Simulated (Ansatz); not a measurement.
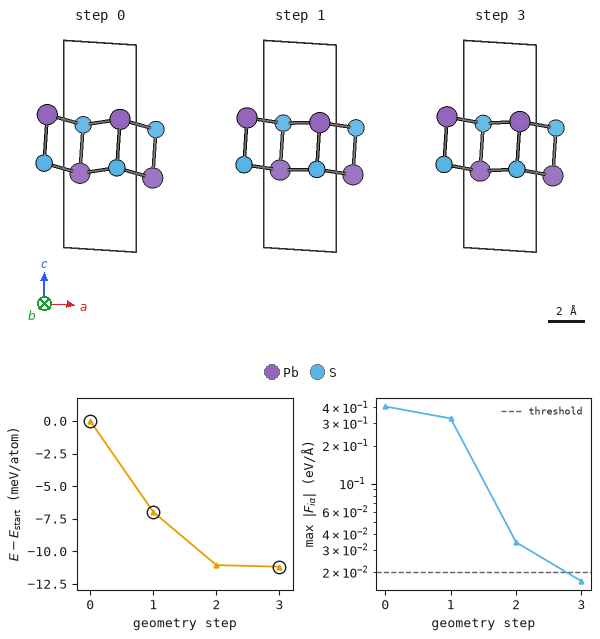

Frames of a relaxation of solid PbS (set up in C2/m), marked on the history of the run. A ball-and-stick model of the cell of the calculation, seen along the b axis.

The calculation used DFT, PBE, plane-wave PAW, default files, scalar-relativistic (Ansatz). Set-up: plane-wave cutoff 420 eV; k-point mesh 8 × 8 × 3; occupations fermi dirac; smearing width 0.01 eV; no spin polarisation; atoms relaxed in a fixed cell; force threshold 0.02 eV/Å; at most 60 steps.

Describe the path.

Answer. After 3 geometry steps the energy has fallen by 11.2 meV per atom. Largest force component: 0.41 eV/Å at the start, 0.017 eV/Å at the end. The largest moves, 0.12 Å, are those of Pb atoms. By element the largest moves are Pb 0.12 Å, S 0.08 Å. The cell doesn't change. Among the contacts that change: Pb–S 2.751 → 2.707 Å, Pb–S 2.975 → 2.951 Å, Pb–S 2.934 → 2.910 Å. Among the angles between lasting bonds that change: S–Pb–S 162.7° → 170.5°, Pb–S–Pb 162.7° → 170.5°, S–Pb–S 162.9° → 170.6°. The space group stays C2/m (No. 12). The run took 53 s on 1 thread of Arm Neoverse V1, on a shared host, peak memory 0.56 GiB. From step 0 to 1: Pb atoms move most (0.18 Å), energy −7.0 meV per atom. From step 1 to 3: Pb atoms move most (0.06 Å), energy −4.2 meV per atom.
